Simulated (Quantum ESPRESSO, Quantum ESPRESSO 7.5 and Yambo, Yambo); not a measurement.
# Quasiparticle gap of SiC (Moissanite) in Yambo

How does a plane-wave GW calculation on SiC (Moissanite) run from the first input to the gap?

Program: Quantum ESPRESSO 7.5 and Yambo 5.3.0. Level of theory: PBE and many-body steps on it, plane waves. Results are calculated unless marked as measured.

**The experiments to reproduce.**

- Gap 3 eV: optical absorption onset, approximate; UV-Vis-NIR transmission; bulk crystal (400 micron semi-insulating 6H-SiC wafer) (“Effects of energetic ion irradiation on WSe2/SiC heterostructures”, 2017, pmc:5482891).

- Gap 3.03 eV: indirect gap, experimental literature value; quoted from earlier experiment; bulk crystal (quoted in “Charge spill-out and work function of few-layer graphene on SiC(0001)”, 2018, arxiv:1806.04908).

- Gap 3.02 eV: band gap at cryogenic temperature; bulk crystal (literature value) (quoted in “Silicon carbide diodes for neutron detection”, 2020, arxiv:2009.14696).

Most raw output is cut from this account.

## Step 1: The starting structure

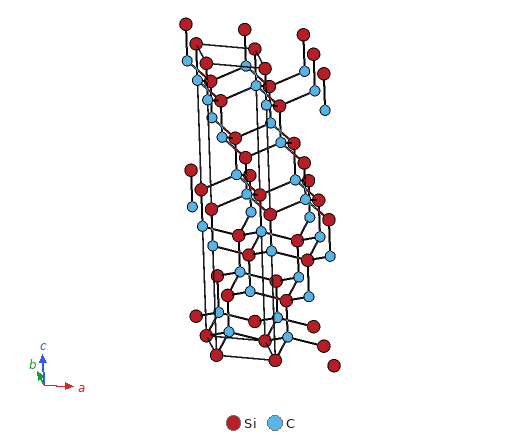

The cell as given, slightly off an axis (silicon red, carbon blue). 2×2×1 cells are drawn. Bonds to atoms that aren't drawn are left out. Some periodic images of atoms are drawn too.

The cell and positions come from the Crystallography Open Database and are kept as given unless a step says otherwise.

## Step 2: Ground state

This step: Quantum ESPRESSO 7.5; DFT, PBE, plane waves, norm-conserving pseudopotentials.

The ground-state density comes first.

Contents of pw.in:

```
&control
  calculation = 'scf'
  prefix = 'x'
  outdir = 'o'
  pseudo_dir = 'pseudo'
/
&system
  ibrav = 0
  nat = 12
  ntyp = 2
  ecutwfc = 74.0
  nbnd = 34
  force_symmorphic = .true.
/
&electrons
  conv_thr = 1e-10
  electron_maxstep = 80
  mixing_beta = 0.5
/
ATOMIC_SPECIES
  Si 28.085 Si.upf
  C 12.011 C.upf
CELL_PARAMETERS angstrom
  3.0810000000 -0.0000000000 0.0000000000
  -1.5405000000 2.6682242691 0.0000000000
  0.0000000000 0.0000000000 15.1248000000
ATOMIC_POSITIONS crystal
  Si 0.0000000000 0.0000000000 0.0000000000
  Si 0.0000000000 0.0000000000 0.5000000000
  Si 0.3333333333 0.6666666667 0.1664000000
  Si 0.6666666667 0.3333333333 0.6664000000
  Si 0.6666666667 0.3333333333 0.3329000000
  Si 0.3333333333 0.6666666667 0.8329000000
  C 0.3333333333 0.6666666667 0.0412000000
  C 0.6666666667 0.3333333333 0.5412000000
  C 0.6666666667 0.3333333333 0.2080000000
  C 0.3333333333 0.6666666667 0.7080000000
  C 0.0000000000 0.0000000000 0.3746000000
  C 0.0000000000 0.0000000000 0.8746000000
K_POINTS automatic
  6 6 2 0 0 0
```

Command:

```sh
$ OMP_NUM_THREADS=1 mpirun -n 4 pw.x -nk 4 -in pw.in > pw.out
```

It took 30 s on 4 MPI ranks of Arm Neoverse V2, shared host; peak memory 0.51 GiB.

This step gave:

- total energy: -1676.7292 eV
- gap: 2.017 eV
- k of the valence top: 0, 0, 0
- k of the conduction bottom: 0, -0.5, 0
- least direct gap: 3.123 eV

The gap is indirect, with the least direct gap 1.11 eV higher.

## Step 3: Bands along the symmetry lines

The cheap functional maps the bands first; the places of the edges decide which points the dearer methods must see.

Contents of pw.in:

```
&control
  calculation = 'bands'
  prefix = 'x'
  outdir = 'o'
  pseudo_dir = 'pseudo'
/
&system
  ibrav = 0
  nat = 12
  ntyp = 2
  ecutwfc = 74.0
  nbnd = 30
  force_symmorphic = .true.
/
&electrons
  conv_thr = 1e-9
  electron_maxstep = 80
  diago_full_acc = .true.
  diago_thr_init = 5e-6
/
ATOMIC_SPECIES
  Si 28.085 Si.upf
  C 12.011 C.upf
CELL_PARAMETERS angstrom
  3.0810000000 -0.0000000000 0.0000000000
  -1.5405000000 2.6682242691 0.0000000000
  0.0000000000 0.0000000000 15.1248000000
ATOMIC_POSITIONS crystal
  Si 0.0000000000 0.0000000000 0.0000000000
  Si 0.0000000000 0.0000000000 0.5000000000
  Si 0.3333333333 0.6666666667 0.1664000000
  Si 0.6666666667 0.3333333333 0.6664000000
  Si 0.6666666667 0.3333333333 0.3329000000
  Si 0.3333333333 0.6666666667 0.8329000000
  C 0.3333333333 0.6666666667 0.0412000000
  C 0.6666666667 0.3333333333 0.5412000000
  C 0.6666666667 0.3333333333 0.2080000000
  C 0.3333333333 0.6666666667 0.7080000000
  C 0.0000000000 0.0000000000 0.3746000000
  C 0.0000000000 0.0000000000 0.8746000000
K_POINTS crystal
  75
  0.00000000 0.00000000 0.00000000 1
  0.06250000 0.00000000 0.00000000 1
  0.12500000 0.00000000 0.00000000 1
  0.18750000 0.00000000 0.00000000 1
  0.25000000 0.00000000 0.00000000 1
  0.31250000 0.00000000 0.00000000 1
  0.37500000 0.00000000 0.00000000 1
  0.43750000 0.00000000 0.00000000 1
  0.50000000 0.00000000 0.00000000 1
  0.47916667 0.04166667 0.00000000 1
  0.45833333 0.08333333 0.00000000 1
  0.43750000 0.12500000 0.00000000 1
  0.41666666 0.16666666 0.00000000 1
  0.39583333 0.20833333 0.00000000 1
  0.37500000 0.25000000 0.00000000 1
  0.35416666 0.29166666 0.00000000 1
  0.33333333 0.33333333 0.00000000 1
  0.29166666 0.29166666 0.00000000 1
  0.25000000 0.25000000 0.00000000 1
  0.20833333 0.20833333 0.00000000 1
  0.16666666 0.16666666 0.00000000 1
  0.12500000 0.12500000 0.00000000 1
  0.08333333 0.08333333 0.00000000 1
  0.04166667 0.04166667 0.00000000 1
  0.00000000 0.00000000 0.00000000 1
  0.00000000 0.00000000 0.06250000 1
  0.00000000 0.00000000 0.12500000 1
  0.00000000 0.00000000 0.18750000 1
  0.00000000 0.00000000 0.25000000 1
  0.00000000 0.00000000 0.31250000 1
  0.00000000 0.00000000 0.37500000 1
  0.00000000 0.00000000 0.43750000 1
  0.00000000 0.00000000 0.50000000 1
  0.06250000 0.00000000 0.50000000 1
  0.12500000 0.00000000 0.50000000 1
  0.18750000 0.00000000 0.50000000 1
  0.25000000 0.00000000 0.50000000 1
  0.31250000 0.00000000 0.50000000 1
  0.37500000 0.00000000 0.50000000 1
  0.43750000 0.00000000 0.50000000 1
  0.50000000 0.00000000 0.50000000 1
  0.47916667 0.04166667 0.50000000 1
  0.45833333 0.08333333 0.50000000 1
  0.43750000 0.12500000 0.50000000 1
  0.41666666 0.16666666 0.50000000 1
  0.39583333 0.20833333 0.50000000 1
  0.37500000 0.25000000 0.50000000 1
  0.35416666 0.29166666 0.50000000 1
  0.33333333 0.33333333 0.50000000 1
  0.29166666 0.29166666 0.50000000 1
  0.25000000 0.25000000 0.50000000 1
  0.20833333 0.20833333 0.50000000 1
  0.16666666 0.16666666 0.50000000 1
  0.12500000 0.12500000 0.50000000 1
  0.08333333 0.08333333 0.50000000 1
  0.04166667 0.04166667 0.50000000 1
  0.00000000 0.00000000 0.50000000 1
  0.50000000 0.00000000 0.50000000 1
  0.50000000 0.00000000 0.43750000 1
  0.50000000 0.00000000 0.37500000 1
  0.50000000 0.00000000 0.31250000 1
  0.50000000 0.00000000 0.25000000 1
  0.50000000 0.00000000 0.18750000 1
  0.50000000 0.00000000 0.12500000 1
  0.50000000 0.00000000 0.06250000 1
  0.50000000 0.00000000 0.00000000 1
  0.33333333 0.33333333 0.50000000 1
  0.33333333 0.33333333 0.43750000 1
  0.33333333 0.33333333 0.37500000 1
  0.33333333 0.33333333 0.31250000 1
  0.33333333 0.33333333 0.25000000 1
  0.33333333 0.33333333 0.18750000 1
  0.33333333 0.33333333 0.12500000 1
  0.33333333 0.33333333 0.06250000 1
  0.33333333 0.33333333 0.00000000 1
```

Elapsed: 34 s, on 4 MPI ranks; peak memory 0.39 GiB.

This step gave:

| Quantity | Value |
| --- | --- |
| gap | 2.012 eV |
| k of the valence top | 0, 0, 0 |
| k of the conduction bottom | 0.5, 0, 0.1875 |
| least direct gap | 3.123 eV |

The gap is 2.012 eV, −0.005 eV from the run before at this level.

Electronic bands along the path, in eV, zero at the top of the highest filled band:

| point | band 21 | band 22 | band 23 | band 24 | band 25 | band 26 | band 27 | band 28 |
| --- | --- | --- | --- | --- | --- | --- | --- | --- |
| Γ | -0.29 | -0.04 | 0.00 | 0.00 | 5.16 | 5.34 | 5.74 | 6.25 |
| M | -1.84 | -1.76 | -1.66 | -1.11 | 2.02 | 2.21 | 3.23 | 3.89 |
| K | -3.14 | -2.21 | -2.08 | -2.08 | 3.49 | 3.49 | 3.75 | 5.04 |
| Γ | -0.29 | -0.04 | 0.00 | 0.00 | 5.16 | 5.34 | 5.74 | 6.25 |
| A | -0.09 | -0.09 | -0.09 | -0.09 | 5.23 | 5.23 | 5.97 | 5.97 |
| L | -1.72 | -1.72 | -1.31 | -1.31 | 2.06 | 2.06 | 3.45 | 3.45 |
| H | -2.63 | -2.63 | -2.27 | -2.27 | 3.68 | 3.68 | 4.32 | 4.32 |
| A | -0.09 | -0.09 | -0.09 | -0.09 | 5.23 | 5.23 | 5.97 | 5.97 |
| jump to L | -1.72 | -1.72 | -1.31 | -1.31 | 2.06 | 2.06 | 3.45 | 3.45 |
| M | -1.84 | -1.76 | -1.66 | -1.11 | 2.02 | 2.21 | 3.23 | 3.89 |
| jump to H | -2.63 | -2.63 | -2.27 | -2.27 | 3.68 | 3.68 | 4.32 | 4.32 |
| K | -3.14 | -2.21 | -2.08 | -2.08 | 3.49 | 3.49 | 3.75 | 5.04 |

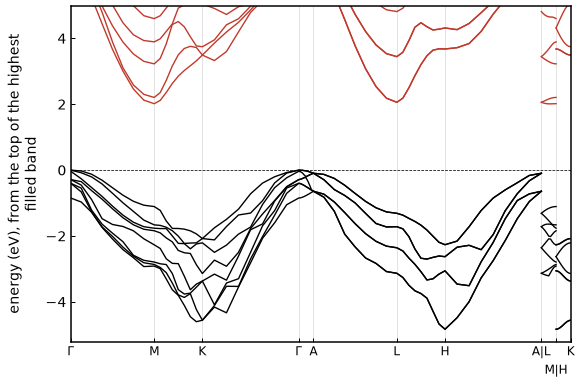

Electronic bands along the path; lines of filled and empty bands in two colours.

## Step 4: Empty states on the mesh, 6×6×1 mesh, 306 bands

The sums over transitions need many empty states on a uniform mesh; this step solves for them.

Contents of pw.in:

```
&control
  calculation = 'nscf'
  prefix = 'x'
  outdir = 'o'
  pseudo_dir = 'pseudo'
/
&system
  ibrav = 0
  nat = 12
  ntyp = 2
  ecutwfc = 74.0
  nbnd = 306
  force_symmorphic = .true.
/
&electrons
  conv_thr = 1e-9
  electron_maxstep = 80
  diago_full_acc = .true.
  diago_thr_init = 5e-6
/
ATOMIC_SPECIES
  Si 28.085 Si.upf
  C 12.011 C.upf
CELL_PARAMETERS angstrom
  3.0810000000 -0.0000000000 0.0000000000
  -1.5405000000 2.6682242691 0.0000000000
  0.0000000000 0.0000000000 15.1248000000
ATOMIC_POSITIONS crystal
  Si 0.0000000000 0.0000000000 0.0000000000
  Si 0.0000000000 0.0000000000 0.5000000000
  Si 0.3333333333 0.6666666667 0.1664000000
  Si 0.6666666667 0.3333333333 0.6664000000
  Si 0.6666666667 0.3333333333 0.3329000000
  Si 0.3333333333 0.6666666667 0.8329000000
  C 0.3333333333 0.6666666667 0.0412000000
  C 0.6666666667 0.3333333333 0.5412000000
  C 0.6666666667 0.3333333333 0.2080000000
  C 0.3333333333 0.6666666667 0.7080000000
  C 0.0000000000 0.0000000000 0.3746000000
  C 0.0000000000 0.0000000000 0.8746000000
K_POINTS automatic
  6 6 1 0 0 0
```

It took 62 s on 4 MPI ranks; peak memory 1.2 GiB.

Numbers from this step:

```
gap                                                           : 2.017 eV
k of the valence top                                          : 0, 0, 0
k of the conduction bottom                                    : 0, -0.5, 0
least direct gap                                              : 3.123 eV
k points computed                                             : 7
lowest point of the top converged band, above the valence top : 83.6287 eV
```

On this mesh the gap is 2.017 eV.

## Step 5: Conversion and set-up

This step: Yambo 5.3.0; conversion and set-up on PBE, plane waves, norm-conserving pseudopotentials.

The states are converted to the many-body program's format and the q mesh is built.

Command:

```sh
$ (cd o/x.save; p2y > p2y.log; mv SAVE ../..); yambo > setup.log
```

Run time: 2.3 s. Hardware: 1 MPI rank; peak memory 0.24 GiB.

## Step 6: Screening and self-energy, 6×6×1 mesh, 306 bands, screening to 163.3 eV

G0W0 replaces the xc potential by the self-energy, built once from these orbitals. Only a window of levels is corrected, while the sums run over the empty bands that the input names.

This step: G0W0 on PBE, plane waves, norm-conserving pseudopotentials.

Contents of gw1.in:

```
HF_and_locXC
gw0
dyson
ppa
em1d
rim_cut
RandQpts= 1000000
RandGvec= 1 RL
EXXRLvcs= 74 Ry
VXCRLvcs= 296 Ry
Chimod= "HARTREE"
% BndsRnXp
 1 | 306 |
%
NGsBlkXp= 12 Ry
% LongDrXp
 1 | 1 | 1 |
%
% GbndRnge
 1 | 306 |
%
DysSolver= "n"
ExtendOut
PPAPntXp= 27.21138 eV
% QPkrange
 1 | 1 | 23 | 26 |
 4 | 4 | 23 | 26 |
%
```

Command:

```sh
$ OMP_NUM_THREADS=2 mpirun -n 2 yambo -F gw1.in -J gw1 -C gw1 > gw1.log
```

Elapsed: 18 min, on 2 MPI ranks; peak memory 1.6 GiB; 67 min of CPU time.

Numbers from this step:

| Item | Value |
| --- | --- |
| G0W0 gap on the points computed | 2.665 eV |
| starting gap on the mesh | 2.017 eV |
| k of the valence top | 0, 0, 0 |
| k of the conduction bottom | 0, -0.5, 0 |
| least direct G0W0 gap on the computed points | 3.922 eV |
| Z at the valence top | 0.7992 |
| Z at the conduction bottom | 0.8224 |

The gap on the mesh goes from 2.02 eV to 2.66 eV, a correction of +0.65 eV.

Limits: finite bands, cutoff and mesh; coarse k mesh. v1 is the top filled band, c1 the lowest empty one. The levels before and after the correction (eV, zero at the valence-band top of each column):

|  | conduction bottom | valence top |
| --- | --- | --- |
| Kohn-Sham | 2.02 | 0.00 |
| G0W0 | 2.66 | 0.00 |

|  | level | energy (eV) |
| --- | --- | --- |
| Kohn-Sham | Γ v2-v1 | 0.000 |
| Kohn-Sham | Γ c1 | 5.164 |
| Kohn-Sham | Γ c2 | 5.336 |
| Kohn-Sham | (0 -0.5 0) v2 | -1.662 |
| Kohn-Sham | (0 -0.5 0) v1 | -1.106 |
| Kohn-Sham | (0 -0.5 0) c1 | 2.017 |
| Kohn-Sham | (0 -0.5 0) c2 | 2.207 |
| G0W0 | Γ v2-v1 | 0.000 |
| G0W0 | Γ c1 | 6.001 |
| G0W0 | Γ c2 | 6.165 |
| G0W0 | (0 -0.5 0) v2 | -1.854 |
| G0W0 | (0 -0.5 0) v1 | -1.257 |
| G0W0 | (0 -0.5 0) c1 | 2.665 |
| G0W0 | (0 -0.5 0) c2 | 2.855 |

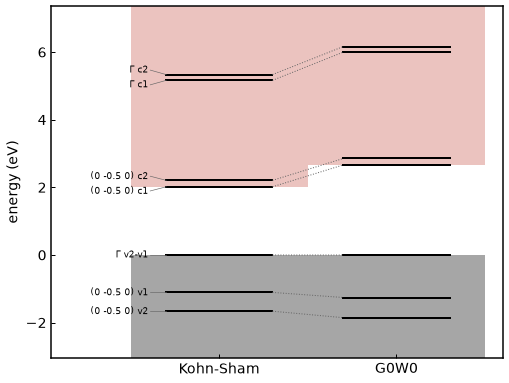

Levels before and after the correction. Shaded: valence and conduction bands.

## Step 7: Where the time went

Times are wall times on the hardware named with each run, good to a factor of about two.

| step | time | share | memory (GiB) |
| --- | --- | --- | --- |
| ground state | 30 s | 3 % | 0.51 |
| bands along the symmetry lines | 34 s | 3 % | 0.39 |
| empty states on the mesh | 62 s | 5 % | 1.2 |
| conversion and set-up | 2.3 s | 0 % | 0.24 |
| screening and self-energy | 18 min | 89 % | 1.6 |

## Step 8: Outcome

```
PBE gap              : 2.01 eV, indirect
G0W0 gap on the mesh : 2.66 eV
GW settings          : 6×6×1 mesh, 306 bands, screening to 163.3 eV, Godby-Needs plasmon pole
known limits         : not at the basis limit; coarse k mesh
```

In words: G0W0 moves the gap on the mesh from 2.02 eV to 2.66 eV (+0.65 eV), with Z of 0.80 and 0.82 at the edges. Only 2 of the mesh's irreducible points were corrected, so a valley elsewhere could overtake. The dearest step here is «screening and self-energy». Against experiment, by G0W0@PBE: the gap of 2.66 eV lies −0.34 eV from the measured 3 eV (optical, 2017); the gap of 2.66 eV lies −0.37 eV from the measured 3.03 eV (indirect, quoted 2018); the gap of 2.66 eV lies −0.36 eV from the measured 3.02 eV (kind not stated, quoted 2020). An exciton line or allowed optical edge lies below the quasiparticle gap by the binding energy; a forbidden edge can push the onset above it. The calculation has static nuclei and no excitons; a measured gap holds zero-point and thermal motion, which mostly lowers it. Bands and cutoff are finite, so the gap is not at the basis limit. The miss can reach some tenths of an eV and take either sign; the mesh is an error of its own. In the G0W0 run levels were corrected at 2 k points alone, so a gap called «on the mesh» is the least over those, and an edge elsewhere would be missed. The 6×6×1 mesh is coarse for this cell, which bears on the long-range parts of exchange and screening.

[Paths, hosts, dates, memory and timing lines, banners, echoed tables and standing remarks are left out of the program output.]

[Logs are printed without paths, hosts, clocks, repeated set-up lines and the standing remarks that a program may print on its own settings, such as how far it seeks lower states.]

[Runs of the session that timed out or met a known fault of the program may be left out.]

[Hosts, paths, dates, database ids (printed as entryN), source tags and the programs' standing remarks are cut or masked in the printed files.]
